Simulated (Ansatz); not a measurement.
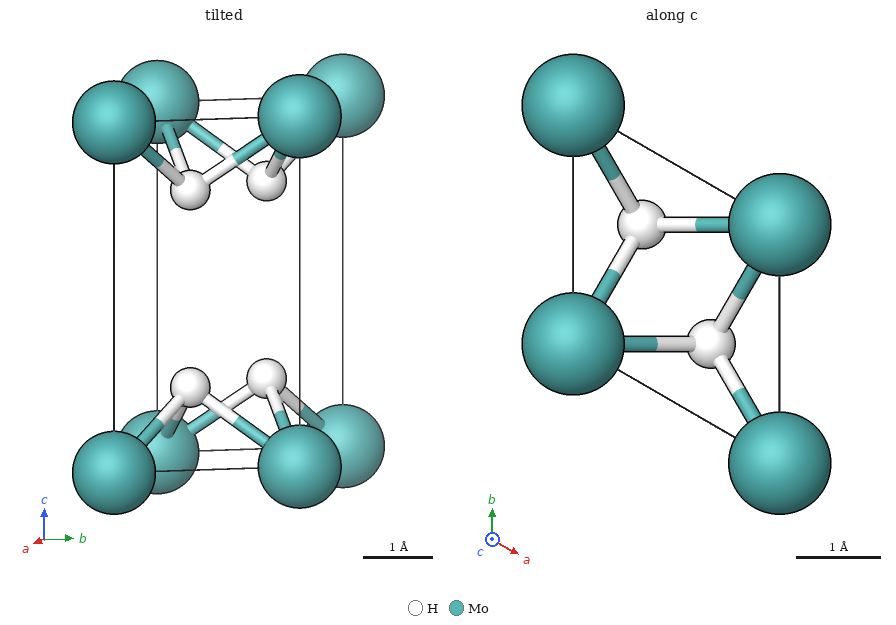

The image is a ball-and-stick drawing of a crystal, viewed slightly off an axis and along the c axis. One conventional unit cell is framed, with atoms on its boundary repeated. Cell: a = 2.86 Å, b = 2.86 Å, c = 5.18 Å, α = 90.00°, β = 90.00°, γ = 120.00°.

Origin of the cell: a structure type filled with these elements by a generator (whether the compound takes this form wasn't checked). Earlier steps of the study may have refined or changed the cell and positions. Ansatz was used for an electronic-structure calculation on it.

### What can be read from this drawing?

The structure is one of MoH₄. The lattice is primitive hexagonal and the space group P6/mmm (No. 191). Cell content: 1 Mo, 4 H, that is 1 formula unit. About every H there are three Mo in a trigonal pyramidal arrangement at about 2.0 Å. Mo is coordinated by twelve H at about 2.0 Å. Not all metal-metal contacts are counted. The bonds build MoH4 layers parallel to (001).

The numbers come from DFT PBE, scalar-relativistic, plane waves, PAW (Ansatz), using wavefunction cutoff 420 eV, an 18×18×8 sampling of the Brillouin zone, Gaussian smearing of 0.1 eV, no spin polarisation.

### How large a gap does the method give, if there is one?

A metal: bands cross the Fermi level.

### How charged are the atoms, by the Bader scheme?

Mo +0.95 e; H -0.24 e.

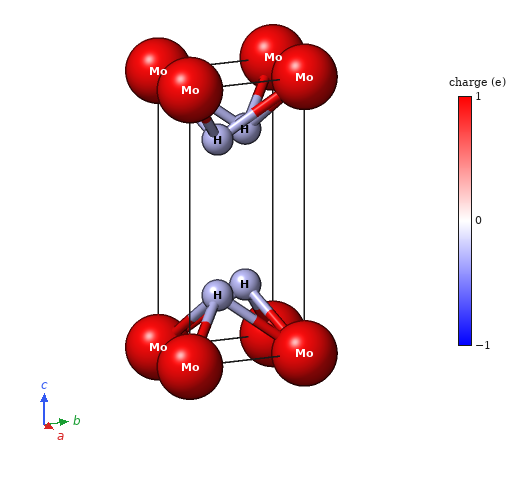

The atoms coloured by those charges. The run's cell of 5 atoms is drawn.

### Is this the optimised geometry for these settings?

Yes. All forces vanish to within 0.01 eV/Å. The pressure is 0.0 GPa, close to zero.
